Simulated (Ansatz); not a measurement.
Given this structure, the end point of a relaxation with DFT PBEsol, scalar-relativistic, plane waves, PAW in Ansatz; the starting structure was generated, so it need not be a known form of this composition, written in its standard cell:

```xyz
8
Lattice="5.4492 0.0000 0.0000 0.0000 5.4492 0.0000 0.0000 0.0000 5.4492" Properties=species:S:1:pos:R:3 pbc="T T T"
Mg    0.0000    0.0000    0.0000
Se    0.0000    2.7246    0.0000
Mg    0.0000    2.7246    2.7246
Se    0.0000    0.0000    2.7246
Mg    2.7246    0.0000    2.7246
Se    2.7246    2.7246    2.7246
Mg    2.7246    2.7246    0.0000
Se    2.7246    0.0000    0.0000
```

Q: Predict the [110] zone-axis pattern (200 kV, kinematic, B = 1 Å²).

A: The spots form a centred rectangular net with both shortest vectors at d = 3.15 Å, 70.5° apart. They are -1 1 -1 and -1 1 1. The pattern has symmetry 2mm. The lattice centring (F) removes all reflections that break h + k = 2n, h + l = 2n.

Strongest reflections with d > 0.91 Å, one of each family (|F|² from tabulated Gaussian fits of the electron scattering factors, times a small damping for the curvature of the Ewald sphere):

```json
{"hkl": "0 0 2", "d (Å)": "2.725", "I (strongest = 100)": "100"}
{"hkl": "2 -2 0", "d (Å)": "1.927", "I (strongest = 100)": "48"}
{"hkl": "2 -2 2", "d (Å)": "1.573", "I (strongest = 100)": "29"}
{"hkl": "0 0 4", "d (Å)": "1.362", "I (strongest = 100)": "19"}
{"hkl": "1 -1 1", "d (Å)": "3.146", "I (strongest = 100)": "14"}
{"hkl": "2 -2 4", "d (Å)": "1.112", "I (strongest = 100)": "10"}
```

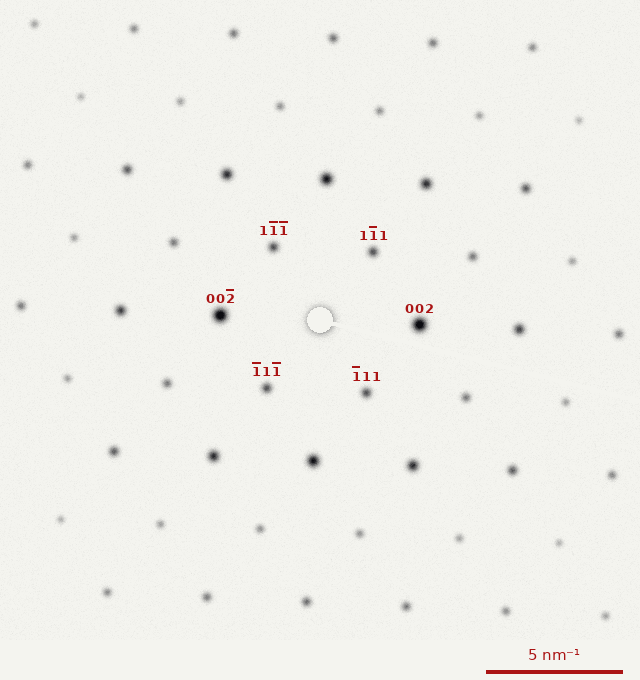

Calculated pattern, seen from the source side with [110] pointing towards the source.
